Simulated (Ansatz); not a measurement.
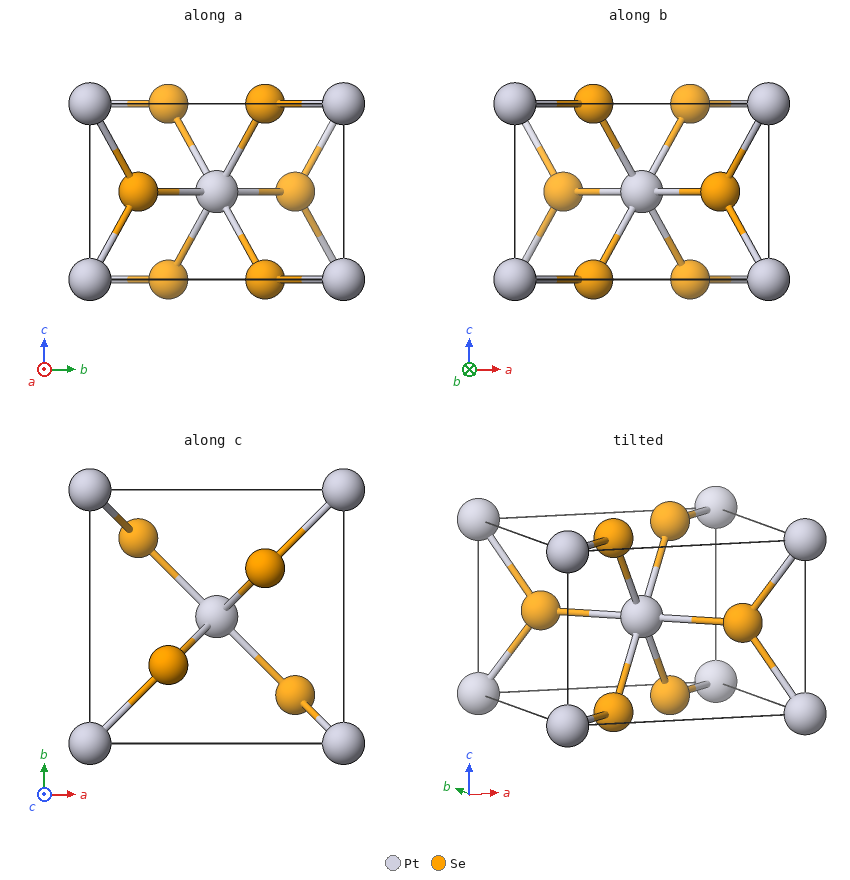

Structure drawing (ball-and-stick), viewed along the a axis, along the b axis, along the c axis and slightly off an axis. The frame is the conventional unit cell; atoms at its boundary are shown with their periodic copies.

Lattice parameters: a = 5.747 Å, b = 5.747 Å, c = 3.981 Å, α = 90.00°, β = 90.00°, γ = 90.00°. Put a along x and b in the xy plane.

Turn the picture into a POSCAR file, with free fractional coordinates to two decimals.

```
Pt Se
1.0
     5.747    0.000    0.000
     0.000    5.747    0.000
     0.000    0.000    3.981
Pt Se
2 4
Direct
  0.00 0.00 0.00
  0.50 0.50 0.50
  0.31 0.31 0.00
  0.19 0.81 0.50
  0.81 0.19 0.50
  0.69 0.69 0.00
```

Origin of the cell: a structure type filled with these elements by a generator (whether the compound takes this form wasn't checked). The geometry was optimised with DFT, r2SCAN, plane waves, PAW in Ansatz 0.2.0.
